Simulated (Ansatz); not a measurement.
Read the following structure.

Space group Fm-3m (No. 225). a = 5.483 Å, b = 5.483 Å, c = 5.483 Å, α = 90.00°, β = 90.00°, γ = 90.00°
```
atom  site  symmetry       x       y       z
  Al    8c      -43m  0.2500  0.2500  0.7500
  Cu    4a      m-3m  0.0000  0.5000  0.5000
```

Q: What would you see if this were drawn?

A: The stoichiometry is Al2Cu. The atoms follow space group Fm-3m (No. 225); the Bravais lattice is face-centred cubic. The arrangement is known as antifluorite. Cell content 8 Al, 4 Cu; Z = 4. The neighbours of Al are four Cu in a tetrahedral arrangement at 2.37 Å. The neighbours of Cu are eight Al in a cubic arrangement at 2.37 Å. The bonds build a three-dimensional framework.

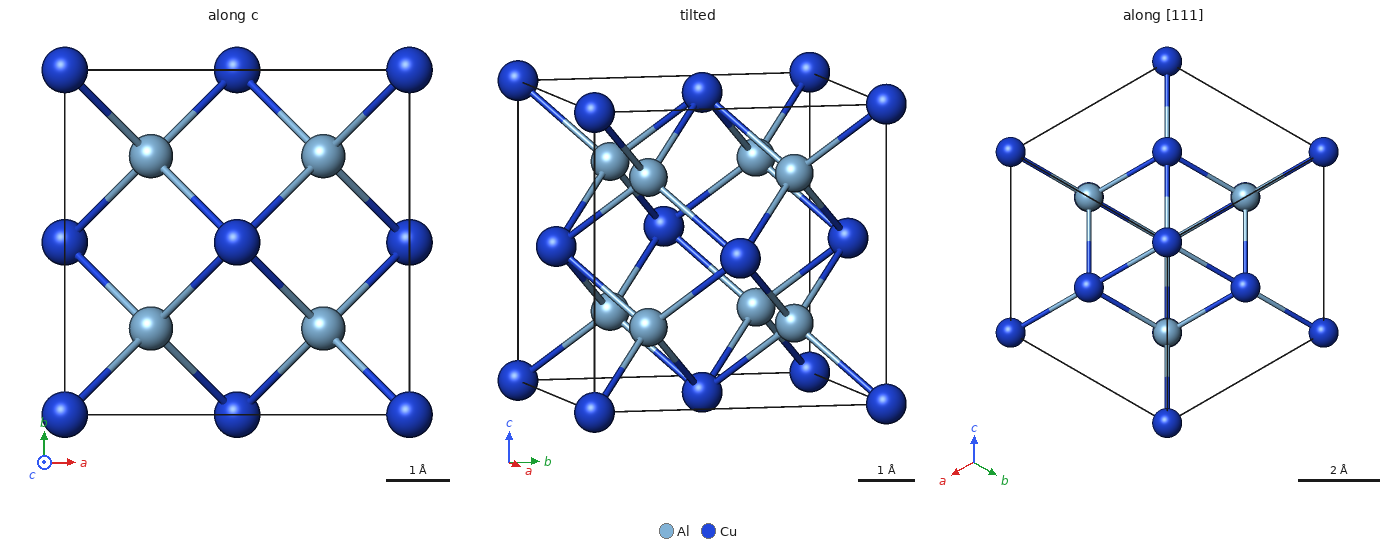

Ball-and-stick drawing of the structure, looking along the c axis, slightly off an axis and along [111]. Lines trace the edges of the conventional unit cell.

Its origin is a structure listed in the Materials Project. The cell was then strained or its atoms displaced on purpose. It went into a calculation with Ansatz.
